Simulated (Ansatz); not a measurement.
# Single-point calculation of SnO2 (part 1 of 2)

SnO2 (P4₂/mnm, 48 atoms in the cell), computed with DFT PBE, scalar-relativistic, plane waves, PAW, no spin polarisation (Ansatz 0.2.0).

The structure derives from an entry of the Crystallography Open Database.

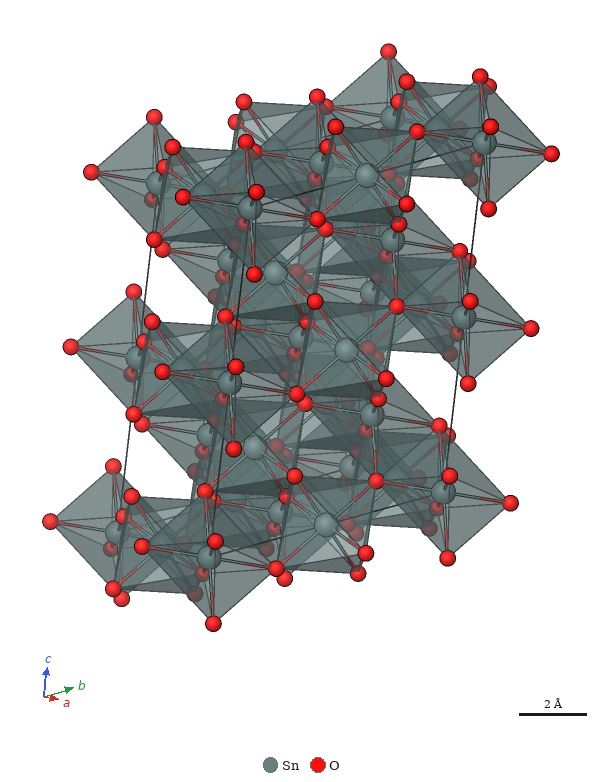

**Figure 1.** The input geometry (polyhedral view of the cell of the calculation, seen slightly off an axis; polyhedra are completed across the faces of the cell). An atom can appear more than once, as a periodic image.

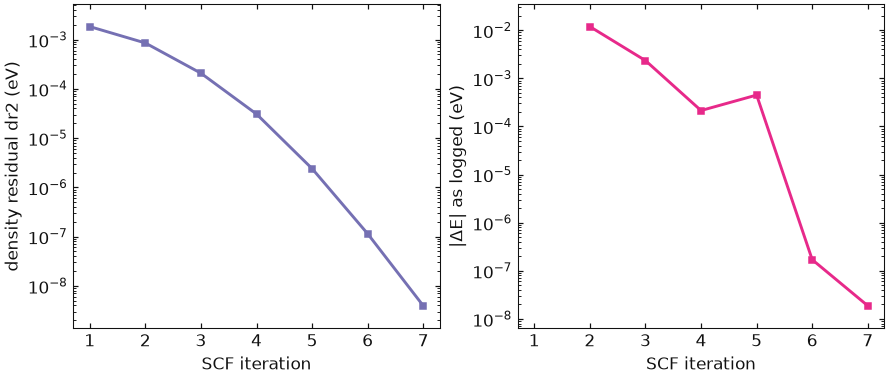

**Figure 2.** Convergence of the self-consistent field: density residual dr2 and size of the energy change against the SCF iteration. The residual falls at every step.

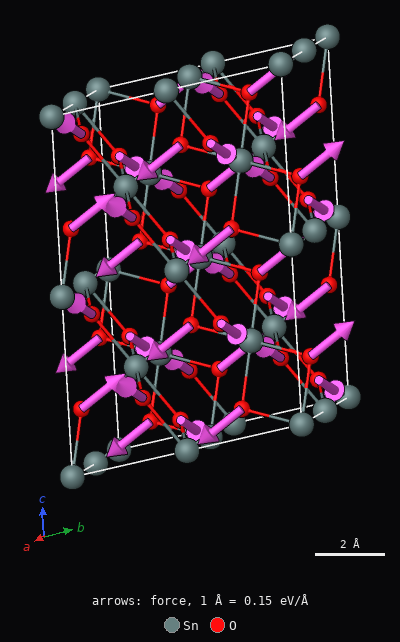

**Figure 3.** Forces on the atoms as pink arrows (ball-and-stick view of the cell of the calculation, seen slightly off an axis). The largest act on all 32 O atoms (0.26 eV/Å). Atoms are counted from 1 in the order of the input and aren't labelled in the picture. The geometry is not a stationary point of this energy.

These pictures come from the run below.

**Input**
```yaml
crystal:
  lattice:
    - [-4.738, -4.738, 3.1865]
    - [-4.738, 4.738, 3.1865]
    - [-9.476, 0.0, -6.373]
  atoms:
    - { symbol: Sn, position: [0.0, 0.0, 0.0] }
    - { symbol: Sn, position: [0.25, 0.25, 0.75] }
    - { symbol: Sn, position: [0.5, 0.5, 0.0] }
    - { symbol: Sn, position: [0.5, 0.5, 0.5] }
    - { symbol: Sn, position: [0.75, 0.75, 0.25] }
    - { symbol: Sn, position: [0.75, 0.75, 0.75] }
    - { symbol: Sn, position: [0.0, 0.0, 0.5] }
    - { symbol: Sn, position: [0.25, 0.25, 0.25] }
    - { symbol: Sn, position: [0.75, 0.25, 0.75] }
    - { symbol: Sn, position: [0.0, 0.5, 0.5] }
    - { symbol: Sn, position: [0.25, 0.75, 0.75] }
    - { symbol: Sn, position: [0.25, 0.75, 0.25] }
    - { symbol: Sn, position: [0.5, 0.0, 0.0] }
    - { symbol: Sn, position: [0.5, 0.0, 0.5] }
    - { symbol: Sn, position: [0.75, 0.25, 0.25] }
    - { symbol: Sn, position: [0.0, 0.5, 0.0] }
    - { symbol: O, position: [0.769675, 0.076775, 0.923225] }
    - { symbol: O, position: [0.019675, 0.326775, 0.673225] }
    - { symbol: O, position: [0.269675, 0.576775, 0.923225] }
    - { symbol: O, position: [0.269675, 0.576775, 0.423225] }
    - { symbol: O, position: [0.519675, 0.826775, 0.173225] }
    - { symbol: O, position: [0.519675, 0.826775, 0.673225] }
    - { symbol: O, position: [0.769675, 0.076775, 0.423225] }
    - { symbol: O, position: [0.019675, 0.326775, 0.173225] }
    - { symbol: O, position: [0.673225, 0.480325, 0.826775] }
    - { symbol: O, position: [0.923225, 0.730325, 0.576775] }
    - { symbol: O, position: [0.173225, 0.980325, 0.826775] }
    - { symbol: O, position: [0.173225, 0.980325, 0.326775] }
    - { symbol: O, position: [0.423225, 0.230325, 0.076775] }
    - { symbol: O, position: [0.423225, 0.230325, 0.576775] }
    - { symbol: O, position: [0.673225, 0.480325, 0.326775] }
    - { symbol: O, position: [0.923225, 0.730325, 0.076775] }
    - { symbol: O, position: [0.480325, 0.173225, 0.826775] }
    - { symbol: O, position: [0.730325, 0.423225, 0.576775] }
    - { symbol: O, position: [0.980325, 0.673225, 0.826775] }
    - { symbol: O, position: [0.980325, 0.673225, 0.326775] }
    - { symbol: O, position: [0.230325, 0.923225, 0.076775] }
    - { symbol: O, position: [0.230325, 0.923225, 0.576775] }
    - { symbol: O, position: [0.480325, 0.173225, 0.326775] }
    - { symbol: O, position: [0.730325, 0.423225, 0.076775] }
    - { symbol: O, position: [0.826775, 0.019675, 0.673225] }
    - { symbol: O, position: [0.076775, 0.269675, 0.423225] }
    - { symbol: O, position: [0.326775, 0.519675, 0.673225] }
    - { symbol: O, position: [0.326775, 0.519675, 0.173225] }
    - { symbol: O, position: [0.576775, 0.769675, 0.923225] }
    - { symbol: O, position: [0.576775, 0.769675, 0.423225] }
    - { symbol: O, position: [0.826775, 0.019675, 0.173225] }
    - { symbol: O, position: [0.076775, 0.269675, 0.923225] }
basis:
  ecutwfc: 420
  fft_grid_basis: typed
kpoints:
  mp_grid: { grid: [2, 2, 1] }
hamiltonian:
  xc: pbe
  pseudopotentials: { kind: paw }
scf:
  occupations: { method: gaussian, width: 0.05 }
output:
  forces: true
  stress: false
  eigenvalues: true
  bader: false
  write_density: true
  volumetric_format: npy
```

Run as:
```bash
ansatz run input.yaml --threads 4 --pin off --max-ram 10240MiB --backend cpu --events-out ev --progress --plain --runs-dir out
```

**What the program printed**
```
Engine: ansatz 0.2.0, aarch64-unknown-linux-gnu
Pseudopotentials: kind: paw
Pseudopotential: Sn, paw, valence charge 14, recommended cutoff 420 eV (normal), Sn.paw.azcp
Pseudopotential: O, paw, valence charge 6, recommended cutoff 420 eV (normal), O.paw.azcp
Functional definition: PBE
  parameter kappa = 0.804
  parameter beta = 0.06672455060314922
  exchange = pbe_x(kappa = kappa, mu = beta*pi^2/3)
  correlation = pbe_c(beta = beta)
Crystal: 48 atoms, lattice volume = 572.261 Å³
Basis set: ecut = 420 eV, 11203 PW (Γ), exchange–correlation on 100×100×160 points (8 copies of the dense FFT grid, shifted against one another)
Bands: 256, of which v1, the nominal top of the filled ones, is band 208 counted from 1 (207 counted from 0)
Symmetry: 32 space group operations
Space group: P42/mnm (ITA 136), of the structure as read, at distance tolerance 8.3e-5 Å
k-points: 3 of 4
Non-local potential: Sn, projectors of the file, l = 0: 2, l = 1: 2, l = 2: 2, l = 3: 2
Non-local potential: O, projectors of the file, l = 0: 2, l = 1: 2, l = 2: 1
PAW form: soft (Blöchl's): semilocal exchange-correlation on the pseudo side does not see the compensation charge
PAW one-centre angular grid: Sn, 590 points (default); XC on 64 Gauss nodes
PAW one-centre angular grid: O, 110 points (default); XC on 64 Gauss nodes
Initial density: superposition of atomic densities (neutral atoms: chi_scale 0, normalization atom), corrected by the library's trained network
Initial wavefunctions: pseudopotential atomic-orbital guess
Functional: x = pbe(κ = 0.804, μ = 0.2195149727645171), c = pbe(β = 0.06672455060314922)
SCF iter   1: F=—  HF=-114542.556166 eV  |F-HF|=—  |Δ(HF+E_count)|=         —  Δρ=1.11e-3  dr2=1.84e-3  ethr=1.77e-3  ⟨swp⟩=5.3  Hψ=3069  notcnv=0  defer=58
preconditioner: auto → Resta (q_TF=auto, 2.587 Å⁻¹)  ε∞=3.6  [insulator: Δε(μ)=1.283 eV  Ē_g=19.751 eV  σ=0.050 eV  W_gap=1.00  n_scr=166 (ndim 8)  ℏωp=31.7 eV  f_vac=0.026  D(μ)=0.00/eV (n_scr^D=0)  ε∞_Penn≈3.6]
SCF iter   2: F=—  HF=-114542.568073 eV  |F-HF|=—  |Δ(HF+E_count)|=   1.19e-2  Δρ=6.48e-4  dr2=8.55e-4  ethr=4.42e-7  ⟨swp⟩=3.0  Hψ=1532  notcnv=0  defer=101
SCF iter   3: F=—  HF=-114542.570413 eV  |F-HF|=—  |Δ(HF+E_count)|=   2.34e-3  Δρ=2.51e-4  dr2=2.08e-4  ethr=2.05e-7  ⟨swp⟩=2.0  Hψ=1014  notcnv=0  defer=56
automatic band count: iteration 3 solves 241 bands in place of 256: the levels show a gap, and the empty bands left out lie too high to hold charge; the band table lists the bands solved (type scf.n_extra_bands for more)
SCF iter   4: F=—  HF=-114542.570627 eV  |F-HF|=—  |Δ(HF+E_count)|=   2.14e-4  Δρ=7.73e-5  dr2=3.08e-5  ethr=4.99e-8  ⟨swp⟩=2.0  Hψ=921  notcnv=0  defer=56
SCF iter   5: F=—  HF=-114542.571076 eV  |F-HF|=—  |Δ(HF+E_count)|=   4.49e-4  Δρ=2.12e-5  dr2=2.40e-6  ethr=7.41e-9  ⟨swp⟩=2.3  Hψ=1321  notcnv=0  defer=56
SCF iter   6: F=—  HF=-114542.571076 eV  |F-HF|=—  |Δ(HF+E_count)|=   1.70e-7  Δρ=4.45e-6  dr2=1.14e-7  ethr=5.78e-10  ⟨swp⟩=2.0  Hψ=1014  notcnv=0  defer=56
SCF iter   7: F=-114542.571076 eV  HF=-114542.571076 eV  |F-HF|=1.94e-9  |Δ(HF+E_count)|=   1.87e-8  Δρ=8.57e-7  dr2=3.93e-9  ethr=2.40e-11  ⟨swp⟩=11.0  Hψ=3005  notcnv=0
SCF 1 converged in 7 iterations: F = -114542.571076 eV  dr2 = 3.93e-9
  greatest PAW one-centre occupation: 0.996 electrons in one spin orbital (limit 2), on the Sn atom at site 15 (counted from 0), in its partial waves of l = 2
SCF converged after 7 iterations
Free energy (F): -114542.571076 eV
Harris-Foulkes:  -114542.571076 eV  (|F-HF|=1.94e-9)
Internal energy: -114542.571076 eV  (E = F + TS)
E sigma→0 (E₀):  -114542.571076 eV
Fermi energy:    10.170742 eV
--- Per-component energies (eV) ---
  E_band       = -915.300689
  E_kinetic    = 8682.713768
  E_local      = -22888.199102  (includes V_loc(G=0)·N_el)
  E_nonlocal   = 1079.480200
  E_hartree    = 11929.899563
  E_xc         = -8439.261808
  E_vxc        = -4512.096931  (∫ρ·V_xc dr)
  E_paw        = -71444.469630  (= ΣΔE_a)
  E_vpaw       = -7137.080311  (= ΣTr[D̂ρ^β])
  E_aug_tail   = 0.080167  (compensation charges beyond the density's cutoff)
  E_ewald      = -33462.814233
  E_smearing   = -0.000000  (= −TS)
  E_closure    = -0.000000  (closes the sum)
  Σ components = -114542.571076   (vs F -114542.571076, Δ=0.00e0)
--- Forces (eV/Å), atoms counted from 1 ---
  atom   1  Sn    -0.00000000     0.00000000    -0.00000000
  atom   2  Sn    -0.00000000    -0.00000000    -0.00000000
  atom   3  Sn     0.00000000     0.00000000     0.00000000
  atom   4  Sn    -0.00000000     0.00000000     0.00000000
  atom   5  Sn     0.00000000    -0.00000000     0.00000000
  atom   6  Sn    -0.00000000    -0.00000000     0.00000000
  atom   7  Sn    -0.00000000    -0.00000000    -0.00000000
  atom   8  Sn    -0.00000000    -0.00000000    -0.00000000
  atom   9  Sn    -0.00000000    -0.00000000     0.00000000
  atom  10  Sn    -0.00000000     0.00000000     0.00000000
  atom  11  Sn     0.00000000     0.00000000     0.00000000
  atom  12  Sn     0.00000000     0.00000000     0.00000000
  atom  13  Sn     0.00000000     0.00000000     0.00000000
  atom  14  Sn     0.00000000     0.00000000     0.00000000
  atom  15  Sn    -0.00000000    -0.00000000     0.00000000
  atom  16  Sn    -0.00000000     0.00000000     0.00000000
  atom  17  O     -0.18932132    -0.17782113    -0.00311621
  atom  18  O     -0.18932132    -0.17782113    -0.00311621
  atom  19  O     -0.18932132    -0.17782113    -0.00311621
  atom  20  O     -0.18932132    -0.17782113    -0.00311621
  atom  21  O     -0.18932132    -0.17782113    -0.00311621
  atom  22  O     -0.18932132    -0.17782113    -0.00311621
  atom  23  O     -0.18932132    -0.17782113    -0.00311621
  atom  24  O     -0.18932132    -0.17782113    -0.00311621
  atom  25  O      0.18932132    -0.17782113     0.00311621
  atom  26  O      0.18932132    -0.17782113     0.00311621
  atom  27  O      0.18932132    -0.17782113     0.00311621
  atom  28  O      0.18932132    -0.17782113     0.00311621
  atom  29  O      0.18932132    -0.17782113     0.00311621
  atom  30  O      0.18932132    -0.17782113     0.00311621
  atom  31  O      0.18932132    -0.17782113     0.00311621
  atom  32  O      0.18932132    -0.17782113     0.00311621
  atom  33  O      0.18932132     0.17782113     0.00311621
  atom  34  O      0.18932132     0.17782113     0.00311621
  atom  35  O      0.18932132     0.17782113     0.00311621
  atom  36  O      0.18932132     0.17782113     0.00311621
  atom  37  O      0.18932132     0.17782113     0.00311621
  atom  38  O      0.18932132     0.17782113     0.00311621
  atom  39  O      0.18932132     0.17782113     0.00311621
  atom  40  O      0.18932132     0.17782113     0.00311621
  atom  41  O     -0.18932132     0.17782113    -0.00311621
  atom  42  O     -0.18932132     0.17782113    -0.00311621
  atom  43  O     -0.18932132     0.17782113    -0.00311621
  atom  44  O     -0.18932132     0.17782113    -0.00311621
  atom  45  O     -0.18932132     0.17782113    -0.00311621
  atom  46  O     -0.18932132     0.17782113    -0.00311621
  atom  47  O     -0.18932132     0.17782113    -0.00311621
  atom  48  O     -0.18932132     0.17782113    -0.00311621
  max |Σ_I F_I| component: 1.53e-15 eV/Å
--- Band table (eV) ---
```
